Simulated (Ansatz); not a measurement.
Consider Al16As16H (cell with a defect).

Input

```
crystal:
  lattice:
    - [-5.7279123196, 5.7279123196, -5.7279123196]
    - [5.7279123196, -5.7279123196, -5.7279123196]
    - [-5.7279123196, -5.7279123196, 5.7279123196]
  atoms:
    - { symbol: Al, position: [0.4982635947, 0.2579011827, 0.2537545604], spin: 0.091 }
    - { symbol: Al, position: [0.2559117128, 0.2488169128, 0.4970134299], spin: 0.091 }
    - { symbol: Al, position: [0.0, 0.25, 0.75] }
    - { symbol: Al, position: [0.75, 0.0, 0.25] }
    - { symbol: Al, position: [0.75, 0.25, 0.0] }
    - { symbol: Al, position: [0.5, 0.0, 0.5] }
    - { symbol: Al, position: [0.25, 0.0, 0.75] }
    - { symbol: Al, position: [0.0, 0.75, 0.25] }
    - { symbol: Al, position: [1.0, 1.0, 1.0] }
    - { symbol: Al, position: [0.7513620518, 0.7389661864, 0.4986090507], spin: 0.091 }
    - { symbol: Al, position: [0.4895003065, 0.747515525, 0.7495223982], spin: 0.091 }
    - { symbol: Al, position: [0.2543473895, 0.5122783011, 0.2555840914], spin: 0.091 }
    - { symbol: Al, position: [0.25, 0.75, 0.0] }
    - { symbol: Al, position: [0.0, 0.5, 0.5] }
    - { symbol: Al, position: [0.744519866, 0.5067283218, 0.7524159178], spin: 0.091 }
    - { symbol: Al, position: [0.5, 0.5, 0.0] }
    - { symbol: As, position: [0.5, 0.0, 0.25] }
    - { symbol: As, position: [0.25, 0.0, 0.5] }
    - { symbol: As, position: [0.0, 0.0, 0.75] }
    - { symbol: As, position: [0.75, 0.75, 0.25] }
    - { symbol: As, position: [0.75, 0.0, 0.0] }
    - { symbol: As, position: [0.5035176089, 0.7513712248, 0.4967301205], spin: 0.091 }
    - { symbol: As, position: [0.25, 0.75, 0.75] }
    - { symbol: As, position: [0.0, 0.5, 0.25] }
    - { symbol: As, position: [0.0, 0.75, 0.0] }
    - { symbol: As, position: [0.74998592, 0.5014621555, 0.5024930881], spin: 0.091 }
    - { symbol: As, position: [0.4928231624, 0.4881244895, 0.7502728506], spin: 0.091 }
    - { symbol: As, position: [0.2530157351, 0.2599968594, 0.26121516], spin: 0.091 }
    - { symbol: As, position: [0.25, 0.5, 0.0] }
    - { symbol: As, position: [0.0, 0.25, 0.5] }
    - { symbol: As, position: [0.75, 0.25, 0.75] }
    - { symbol: As, position: [0.5, 0.25, 0.0] }
    - { symbol: H, position: [0.5004795867, 0.5079883588, 0.5195552406], spin: 0.091 }
  host:
    lattice:
      - [0.0, 2.8639561598, 2.8639561598]
      - [2.8639561598, 0.0, 2.8639561598]
      - [2.8639561598, 2.8639561598, 0.0]
    atoms:
      - { symbol: Al, position: [0.0, 0.0, 0.0] }
      - { symbol: As, position: [0.75, 0.75, 0.75] }
basis:
  ecutwfc: 420
  xc_grid: 2
kpoints:
  mp_grid: { grid: [2, 2, 2], shift: [0.5, 0.5, 0.5] }
hamiltonian:
  xc: pbe
scf:
  occupations: { method: gaussian, width: 0.01 }
output:
  forces: true
  stress: false
  eigenvalues: true
  populations: true
  charged_corrections:
    defect_position: [0.5, 0.5, 0.5]
    epsilon: [[11.5641, 0.0, 0.0], [0.0, 11.5641, 0.0], [0.0, 0.0, 11.5641]]
  write_density: true
  write_potential: true
  elf: true
  volumetric_format: npy
magnetization:
  spin_polarized: true
relax:
  adjacent_minimum: "off"
  f_tol: 0.025
  max_steps: 45
```

Run with:

```sh
ansatz run input.yaml --threads 4 --pin off --max-ram 10240MiB --backend cpu --events-out ev --progress --plain --runs-dir out
```

The fields are those of the run's last geometry, not of the input's.

Spin-polarised.

These are results of DFT PBE, scalar-relativistic, plane waves, PAW (Ansatz 0.2.0), not measurements.

> Predict the valence pseudo-density and electron localisation function between the atoms.

As–H (1.77 Å): the density is about 0.73 e/Å³ at the midpoint; the ELF climbs to about 1 towards the hydrogen, as it does in any bond to H.
Al–As (2.48 Å): the density is about 0.46 e/Å³ at the midpoint; the ELF peaks at about 0.90 between the atoms (a shared electron pair).
Al–As (2.64 Å): ρ is about 0.35 e/Å³ halfway; the ELF peaks at about 0.90 between the atoms.

> Does the calculation give a band gap?

It is gapped, with a Kohn–Sham gap of 0.42 eV on the k-point mesh (the band edges may lie off the mesh, which would make the gap smaller).

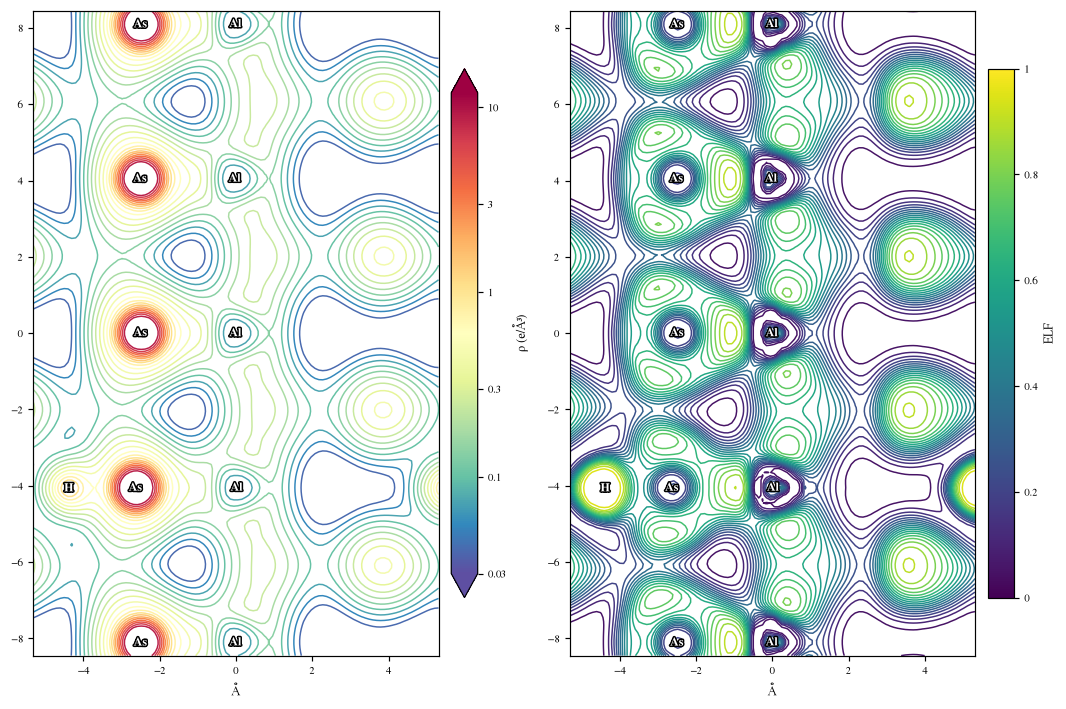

Computed valence pseudo-density and electron localisation function on the (110) plane of the calculation cell, in this order. 

Core electrons are frozen (PAW), and the valence fields are smoothed inside the atomic spheres.
